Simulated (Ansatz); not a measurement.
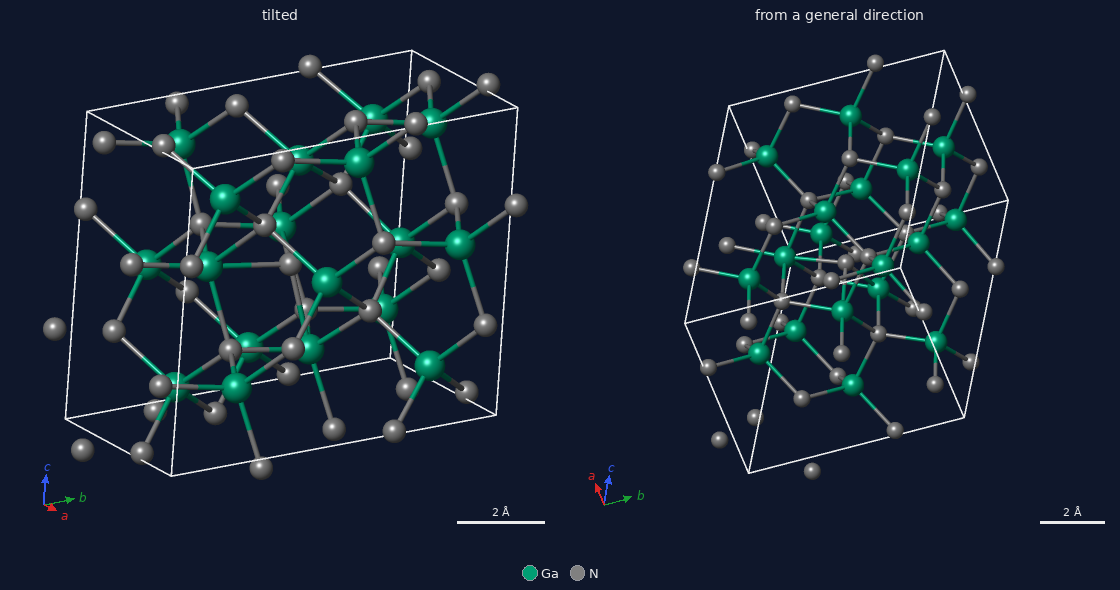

Ball-and-stick representation of a periodic structure, projected slightly off an axis and from a general direction. Lines trace the edges of the supercell. The host is GaN, in a cell of 36 sites, and the cell is neutral.

Which defect is modelled here, and what are its neighbours?

Answer. An interstitial nitrogen atom. It is bonded to three Ga in a trigonal pyramidal arrangement at about 2.1 Å.

Calculation details: Ansatz 0.2.0, DFT PBE, scalar-relativistic, plane waves, PAW; a 420 eV plane-wave basis, Brillouin-zone sampling on a 2×2×2 mesh, Gaussian smearing of 0.02 eV, collinear spins.

Does the defective cell carry a moment?

Answer. Yes, 3.0 μB in the cell.

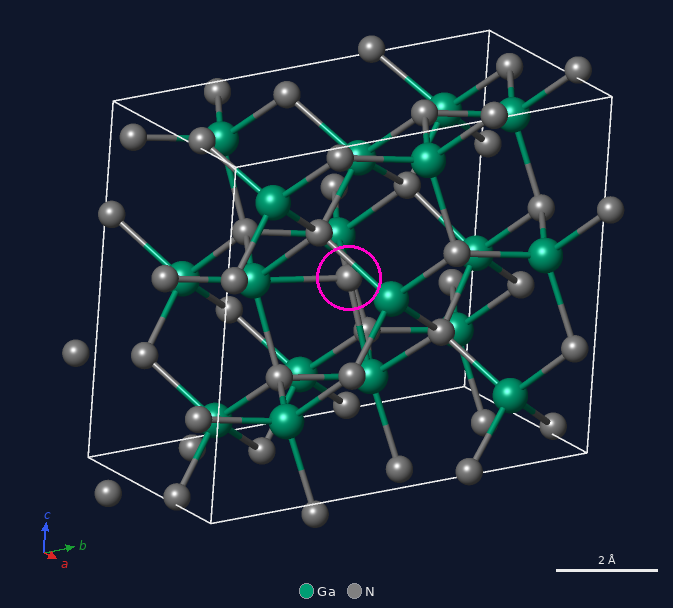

The same cell with a ring at the defect's site.

The atoms were relaxed in the host's cell with Ansatz 0.2.0, DFT PBE, scalar-relativistic, plane waves, PAW.
